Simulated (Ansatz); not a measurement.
V, as given below.

```yaml
crystal:
  lattice:
    - [3.81588, 0.00000, 0.00000]
    - [0.00000, 3.81588, 0.00000]
    - [0.00000, 0.00000, 3.81588]
  atoms:
    - { symbol: V, position: [0.00000, 0.00000, 0.00000] }
    - { symbol: V, position: [0.00000, 0.50000, 0.50000] }
    - { symbol: V, position: [0.50000, 0.00000, 0.50000] }
    - { symbol: V, position: [0.50000, 0.50000, 0.00000] }
```

It is based on the input geometry of an electronic-structure calculation (not necessarily at equilibrium); the starting structure was generated, so it need not be a known form of this composition.

Question: Where will the first 2 clear peaks of its X-ray PDF lie (peak width σ = 0.15 Å), and from which pairs do they come?

Answer: 1. 2.69 Å: V–V at 2.70 Å
2. 3.81 Å: V–V at 3.82 Å

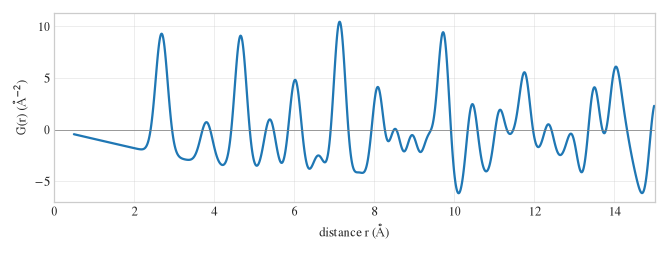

Simulated X-ray pair distribution function, G(r) = R(r)/r − 4πρ₀r, summed over the atomic distances of the structure with each pair weighted by the product of the atomic numbers (X-ray weights at Q = 0); every distance is a Gaussian of σ = 0.15 Å, damped by exp(−(Q_damp r)²/2) with Q_damp = 0.060 Å⁻¹. No termination ripples are included.
